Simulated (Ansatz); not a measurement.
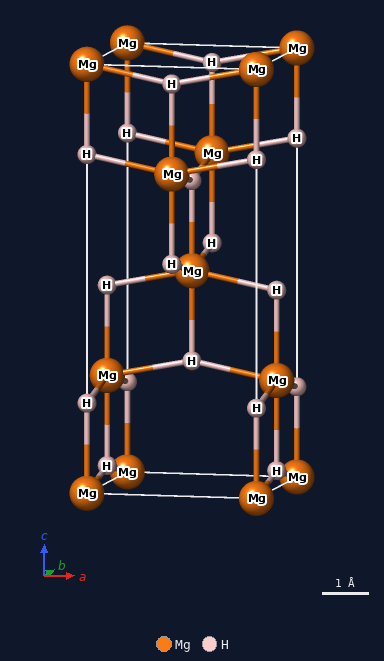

Lattice vibrations of a crystal of MgH₂ (a generated structure), at the zone centre. A ball-and-stick model of the conventional cell (2 times the calculation's cell), seen slightly off an axis. Lengths and directions refer to the drawn axes.

These are results of DFT PBE, scalar-relativistic, plane waves, PAW (Ansatz 0.2.0), not measurements. Set-up: plane-wave cutoff 420 eV; k-point mesh 8 × 8 × 8; occupations fixed; no spin polarisation.

Frequencies are those without the non-analytic (LO–TO) term.

### Give the spectrum at this point.

The calculation's cell holds 6 atoms, so there are 15 optical modes, in 10 levels. The optical modes span 3E_g + 2B₁g + 2E_u + A₂u + B₂u + A₁g. No level is unstable.

```
level  symmetry  frequency (cm⁻¹)         activity
    1       E_g               202     Raman-active
    2       B₁g               330     Raman-active
    3       E_g               513     Raman-active
    4       E_u               594  infrared-active
    5       A₂u               766  infrared-active
    6       B₂u               986           silent
    7       A₁g              1019     Raman-active
    8       B₁g              1122     Raman-active
    9       E_u              1171  infrared-active
   10       E_g              1439     Raman-active
```

The displacement patterns (one member of each degenerate set), 6 of the levels:

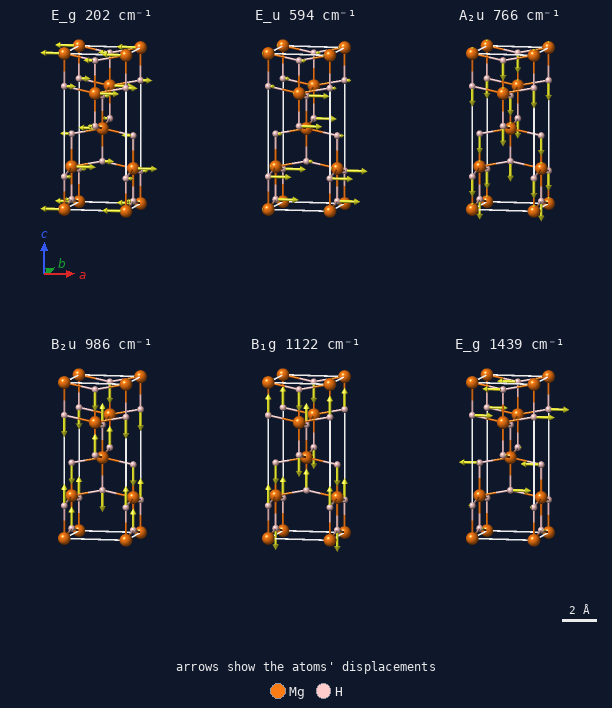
